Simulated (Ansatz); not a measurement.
**WSi2: geometry relaxation (part 1 of 2)**

WSi2 (I4/mmm, 3 atoms in the cell), computed with DFT PBE, scalar-relativistic, plane waves, PAW, no spin polarisation (Ansatz 0.2.0).

The structure derives from an entry of the Crystallography Open Database.

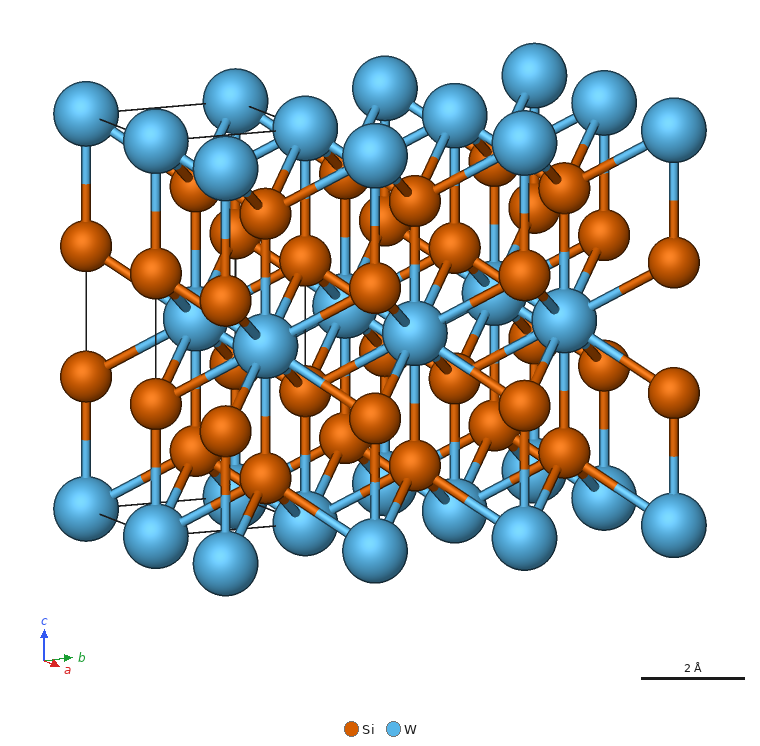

The input geometry (ball-and-stick view of the cell 2 times as large as that of the calculation, set on its symmetry axes, repeated 2 × 3 × 1, seen at an oblique angle).

## Summary

| quantity | value |
| --- | --- |
| outcome | converged |
| space group (tolerance 0.01 Å) | I4/mmm (139) |
| electrons treated | 22 |
| free energy | −11657.4618 eV |
| Fermi energy | 16.479 eV |
| gap on the k-point mesh | none (metallic) |
| pressure | 0.01 GPa |
| final volume | 41.01 Å³ |
| largest force (length of the vector) at the end | 0.001 eV/Å |
| final cell | a = 4.548 Å, b = 4.548 Å, c = 4.548 Å, α = 138.42°, β = 138.42°, γ = 60.27° |
| hardware | 2 threads of AMD EPYC (Zen 5), 64 GiB of memory available, shared host |
| wall time | 16 s (CPU time 32 s) |
| peak memory | 0.65 GiB |

## Notes

Spin–orbit coupling is left out, which matters for W.

## Input
```yaml
crystal:
  lattice:
    - [-1.6069, 1.6069, 3.91495]
    - [1.6069, -1.6069, 3.91495]
    - [1.6069, 1.6069, -3.91495]
  atoms:
    - { symbol: Si, position: [0.3347, 0.3347, 0.0] }
    - { symbol: Si, position: [0.6653, 0.6653, 0.0] }
    - { symbol: W, position: [0.0, 0.0, 0.0] }
basis:
  ecutwfc: 420
kpoints:
  mp_grid: { grid: [18, 18, 18] }
hamiltonian:
  xc: pbe
scf:
  occupations: { method: gaussian, width: 0.1 }
output:
  forces: true
  stress: true
  eigenvalues: true
  write_density: true
  write_potential: true
  elf: true
  volumetric_format: npy
relax:
  adjacent_minimum: "off"
  f_tol: 0.005
  max_steps: 80
  cell: { stress_tol: 0.05 }
```

Launch command:
```bash
ansatz run input.yaml --threads 2 --pin off --max-ram 5120MiB --backend cpu --events-out ev --progress --plain --runs-dir out
```

## Output
```
Engine: ansatz 0.2.0, x86_64-unknown-linux-gnu
Pseudopotentials: kind: paw
Pseudopotential: Si, paw, valence charge 4, recommended cutoff 420 eV (normal), Si.paw.azcp
Pseudopotential: W, paw, valence charge 14, recommended cutoff 420 eV (normal), W.paw.azcp
Functional definition: PBE
  parameter kappa = 0.804
  parameter beta = 0.06672455060314922
  exchange = pbe_x(kappa = kappa, mu = beta*pi^2/3)
  correlation = pbe_c(beta = beta)
Crystal: 3 atoms, lattice volume = 40.436 Å³
Basis set: ecut = 420 eV, 793 PW (Γ), exchange–correlation on 64×64×64 points (8 copies of the dense FFT grid, shifted against one another)
Bands: 15, of which v1, the nominal top of the filled ones, is band 11 counted from 1 (10 counted from 0)
Symmetry: 16 space group operations
Space group: I4/mmm (ITA 139), of the structure as read, at distance tolerance 3.4e-5 Å
k-points: 480 of 5832
Non-local potential: Si, projectors of the file, l = 0: 2, l = 1: 2, l = 2: 2
Non-local potential: W, projectors of the file, l = 0: 3, l = 1: 2, l = 2: 2, l = 3: 1
PAW form: soft (Blöchl's): semilocal exchange-correlation on the pseudo side does not see the compensation charge
PAW one-centre angular grid: Si, 110 points (default); XC on 64 Gauss nodes
PAW one-centre angular grid: W, 590 points (default); XC on 64 Gauss nodes
Initial density: superposition of atomic densities (neutral atoms: chi_scale 0, normalization atom), corrected by the library's trained network
Initial wavefunctions: pseudopotential atomic-orbital guess
Functional: x = pbe(κ = 0.804, μ = 0.2195149727645171), c = pbe(β = 0.06672455060314922)
SCF iter   1: F=—  HF=-11657.455411 eV  |F-HF|=—  |Δ(HF+E_count)|=         —  Δρ=3.45e-3  dr2=1.98e-3  ethr=1.77e-3  ⟨swp⟩=5.0  Hψ=41582  notcnv=0
preconditioner: auto → Kerker (q_TF=auto, 2.465 Å⁻¹)  [metal: Δε(μ)=0.060 eV  Ē_g=8.125 eV  σ=0.100 eV  W_gap=0.33  n_scr=10 (ndim 8)  ℏωp=21.8 eV  f_vac=0.000  D(μ)=0.17/eV (n_scr^D=0)]
SCF iter   2: F=—  HF=-11657.455734 eV  |F-HF|=—  |Δ(HF+E_count)|=   3.23e-4  Δρ=1.98e-3  dr2=7.81e-4  ethr=9.02e-6  ⟨swp⟩=1.1  Hψ=11090  notcnv=0
SCF iter   3: F=—  HF=-11657.455841 eV  |F-HF|=—  |Δ(HF+E_count)|=   1.07e-4  Δρ=1.96e-4  dr2=1.95e-5  ethr=3.55e-6  ⟨swp⟩=2.6  Hψ=10393  notcnv=0
SCF iter   4: F=—  HF=-11657.455845 eV  |F-HF|=—  |Δ(HF+E_count)|=   3.37e-6  Δρ=8.47e-5  dr2=1.96e-6  ethr=8.87e-8  ⟨swp⟩=2.5  Hψ=10072  notcnv=0
SCF iter   5: F=—  HF=-11657.455845 eV  |F-HF|=—  |Δ(HF+E_count)|=   1.94e-8  Δρ=1.36e-5  dr2=1.06e-7  ethr=8.91e-9  ⟨swp⟩=2.0  Hψ=10032  notcnv=0
SCF iter   6: F=-11657.455845 eV  HF=-11657.455845 eV  |F-HF|=1.32e-9  |Δ(HF+E_count)|=   1.16e-8  Δρ=2.69e-6  dr2=3.10e-9  ethr=4.55e-10  ⟨swp⟩=8.1  Hψ=39463  notcnv=0
SCF 1 converged in 6 iterations: F = -11657.455845 eV  dr2 = 3.10e-9
  greatest PAW one-centre occupation: 0.999 electrons in one spin orbital (limit 2), on the W atom at site 2 (counted from 0), in its partial waves of l = 0
relax step   1: F+E_penalty+E_count = -11657.45584479 eV  Δ(F+E_penalty+E_count) = +0.000e0 eV  max|allowed force component| = 5.982e-2 eV/Å  Δτ_max = 0.0000 Å  P = +3.279 GPa  Ω = 40.436 Å³  (6 SCF iters, dr2 threshold 1.00e-7 eV, accepted)
Crystal: 3 atoms, lattice volume = 41.233 Å³
Basis set: ecut = 420 eV, 833 PW (Γ), exchange–correlation on 64×64×64 points (8 copies of the dense FFT grid, shifted against one another)
Initial density: handed on by an earlier stage of this run
Initial wavefunctions: those handed on with the density
iter 1 solved again at ethr=2.19e-6 eV; its pass at ethr=3.10e-3 eV (dr2=4.83e-4 eV) is discarded
SCF iter   1: F=—  HF=-11657.460784 eV  |F-HF|=—  |Δ(HF+E_count)|=         —  Δρ=8.50e-4  dr2=4.48e-4  ethr=2.19e-6  ⟨swp⟩=2.0  Hψ=44100  notcnv=0
preconditioner: auto → Kerker (q_TF=auto, 2.457 Å⁻¹)  [metal: Δε(μ)=0.055 eV  Ē_g=7.989 eV  σ=0.100 eV  W_gap=0.30  n_scr=10 (ndim 8)  ℏωp=21.6 eV  f_vac=0.000  D(μ)=0.18/eV (n_scr^D=0)]
SCF iter   2: F=—  HF=-11657.460678 eV  |F-HF|=—  |Δ(HF+E_count)|=   1.06e-4  Δρ=4.60e-4  dr2=1.01e-4  ethr=2.04e-6  ⟨swp⟩=1.3  Hψ=7720  notcnv=0
SCF iter   3: F=—  HF=-11657.460647 eV  |F-HF|=—  |Δ(HF+E_count)|=   3.13e-5  Δρ=1.32e-4  dr2=8.90e-6  ethr=4.58e-7  ⟨swp⟩=1.8  Hψ=9225  notcnv=0
SCF iter   4: F=-11657.460645 eV  HF=-11657.460645 eV  |F-HF|=1.28e-7  |Δ(HF+E_count)|=   1.77e-6  Δρ=2.30e-5  dr2=2.29e-7  ethr=1.36e-9  ⟨swp⟩=7.6  Hψ=48582  notcnv=0
SCF 2 converged in 4 iterations: F = -11657.460645 eV  dr2 = 2.29e-7
  greatest PAW one-centre occupation: 1.000 electrons in one spin orbital (limit 2), on the W atom at site 2 (counted from 0), in its partial waves of l = 0
relax step   2: F+E_penalty+E_count = -11657.46064481 eV  Δ(F+E_penalty+E_count) = -4.800e-3 eV  max|allowed force component| = 3.058e-2 eV/Å  Δτ_max = 0.0019 Å  P = -1.149 GPa  Ω = 41.233 Å³  energy of the carried Pulay correction = -2.420e-4 eV  (4 SCF iters, dr2 threshold 3.00e-7 eV, accepted)
Crystal: 3 atoms, lattice volume = 41.019 Å³
iter 1 solved again at ethr=2.28e-7 eV; its pass at ethr=3.10e-3 eV (dr2=5.01e-5 eV) is discarded
SCF iter   1: F=—  HF=-11657.461595 eV  |F-HF|=—  |Δ(HF+E_count)|=         —  Δρ=2.70e-4  dr2=5.36e-5  ethr=2.28e-7  ⟨swp⟩=2.0  Hψ=43109  notcnv=0
preconditioner: auto → Kerker (q_TF=auto, 2.459 Å⁻¹)  [metal: Δε(μ)=0.058 eV  Ē_g=8.023 eV  σ=0.100 eV  W_gap=0.31  n_scr=10 (ndim 8)  ℏωp=21.7 eV  f_vac=0.000  D(μ)=0.18/eV (n_scr^D=0)]
SCF iter   2: F=—  HF=-11657.461589 eV  |F-HF|=—  |Δ(HF+E_count)|=   6.55e-6  Δρ=1.40e-4  dr2=1.25e-5  ethr=2.28e-7  ⟨swp⟩=1.6  Hψ=8113  notcnv=0
SCF iter   3: F=—  HF=-11657.461584 eV  |F-HF|=—  |Δ(HF+E_count)|=   4.54e-6  Δρ=3.70e-5  dr2=1.04e-6  ethr=5.69e-8  ⟨swp⟩=2.4  Hψ=10183  notcnv=0
SCF iter   4: F=-11657.461584 eV  HF=-11657.461584 eV  |F-HF|=1.35e-8  |Δ(HF+E_count)|=   2.86e-7  Δρ=7.40e-6  dr2=2.22e-8  ethr=1.36e-9  ⟨swp⟩=9.9  Hψ=50907  notcnv=0
SCF 3 converged in 4 iterations: F = -11657.461584 eV  dr2 = 2.22e-8
relax step   3: F+E_penalty+E_count = -11657.46158399 eV  Δ(F+E_penalty+E_count) = -9.392e-4 eV  max|allowed force component| = 6.288e-3 eV/Å  Δτ_max = 0.0006 Å  P = -0.026 GPa  Ω = 41.019 Å³  energy of the carried Pulay correction = -1.773e-4 eV  (4 SCF iters, dr2 threshold 3.00e-7 eV, accepted)
Crystal: 3 atoms, lattice volume = 41.014 Å³
iter 1 solved again at ethr=9.25e-10 eV; its pass at ethr=3.10e-3 eV (dr2=2.03e-7 eV) is discarded
SCF iter   1: F=—  HF=-11657.461583 eV  |F-HF|=—  |Δ(HF+E_count)|=         —  Δρ=2.72e-5  dr2=2.50e-7  ethr=9.25e-10  ⟨swp⟩=2.1  Hψ=43125  notcnv=0
preconditioner: auto → Kerker (q_TF=auto, 2.459 Å⁻¹)  [metal: Δε(μ)=0.057 eV  Ē_g=8.024 eV  σ=0.100 eV  W_gap=0.31  n_scr=10 (ndim 8)  ℏωp=21.7 eV  f_vac=0.000  D(μ)=0.18/eV (n_scr^D=0)]
SCF iter   2: F=—  HF=-11657.461588 eV  |F-HF|=—  |Δ(HF+E_count)|=   5.42e-6  Δρ=1.52e-5  dr2=8.29e-8  ethr=9.25e-10  ⟨swp⟩=1.0  Hψ=7224  notcnv=0
SCF iter   3: F=-11657.461588 eV  HF=-11657.461588 eV  |F-HF|=1.20e-9  |Δ(HF+E_count)|=   2.76e-8  Δρ=2.02e-6  dr2=2.33e-9  ethr=4.90e-11  ⟨swp⟩=6.0  Hψ=42565  notcnv=0
SCF 4 converged in 3 iterations: F = -11657.461588 eV  dr2 = 2.33e-9
relax step   4: F+E_penalty+E_count = -11657.46158794 eV  Δ(F+E_penalty+E_count) = -3.953e-6 eV  max|allowed force component| = 1.438e-3 eV/Å  Δτ_max = 0.0002 Å  P = +0.004 GPa  Ω = 41.014 Å³  energy of the carried Pulay correction = -1.761e-4 eV  (3 SCF iters, dr2 threshold 1.08e-8 eV, accepted)
Initial wavefunctions: pseudopotential atomic-orbital guess (no wavefunctions were taken with the density)
iter 1 solved again at ethr=1.32e-8 eV; its pass at ethr=3.10e-3 eV (dr2=2.90e-6 eV) is discarded
SCF iter   1: F=—  HF=-11657.461763 eV  |F-HF|=—  |Δ(HF+E_count)|=         —  Δρ=4.89e-5  dr2=5.24e-8  ethr=1.32e-8  ⟨swp⟩=3.2  Hψ=63356  notcnv=0
SCF iter   2: F=—  HF=-11657.461769 eV  |F-HF|=—  |Δ(HF+E_count)|=   6.41e-6  Δρ=2.51e-5  dr2=1.44e-8  ethr=2.38e-10  ⟨swp⟩=2.2  Hψ=11519  notcnv=0
SCF iter   3: F=—  HF=-11657.461769 eV  |F-HF|=—  |Δ(HF+E_count)|=   3.20e-7  Δρ=7.48e-7  dr2=1.91e-10  ethr=6.54e-11  ⟨swp⟩=2.0  Hψ=12476  notcnv=0
SCF iter   4: F=-11657.461769 eV  HF=-11657.461769 eV  |F-HF|=7.28e-12  |Δ(HF+E_count)|=  1.64e-11  Δρ=3.26e-7  dr2=2.55e-11  ethr=1.00e-12  ⟨swp⟩=6.4  Hψ=33575  notcnv=0
SCF 5 converged in 4 iterations: F = -11657.461769 eV  dr2 = 2.55e-11
relax step   5: F+E_penalty+E_count = -11657.46176933 eV  Δ(F+E_penalty+E_count) = -1.814e-4 eV  max|allowed force component| = 1.446e-3 eV/Å  Δτ_max = 0.0000 Å  P = +0.008 GPa  Ω = 41.014 Å³  stress off target by 1.60e-2 GPa  SCF on the basis re-selected at this cell (its energy is not comparable with the rows above)  (4 SCF iters)
```

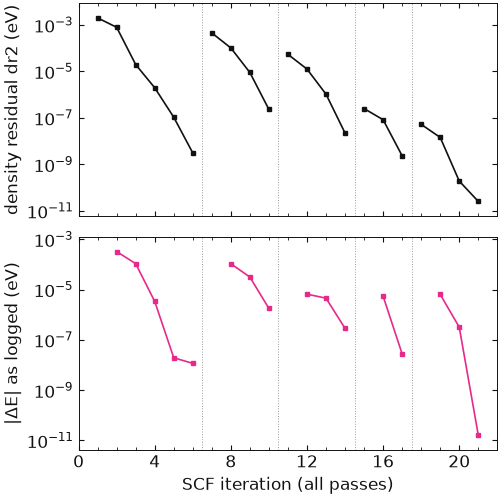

Convergence of the self-consistent field: density residual dr2 and size of the energy change against the SCF iteration. The dotted lines part the SCF passes of the relaxation: geometry steps, rejected trials and re-solves on a re-selected basis. The 5 passes take 3 to 6 iterations each, 21 in all.
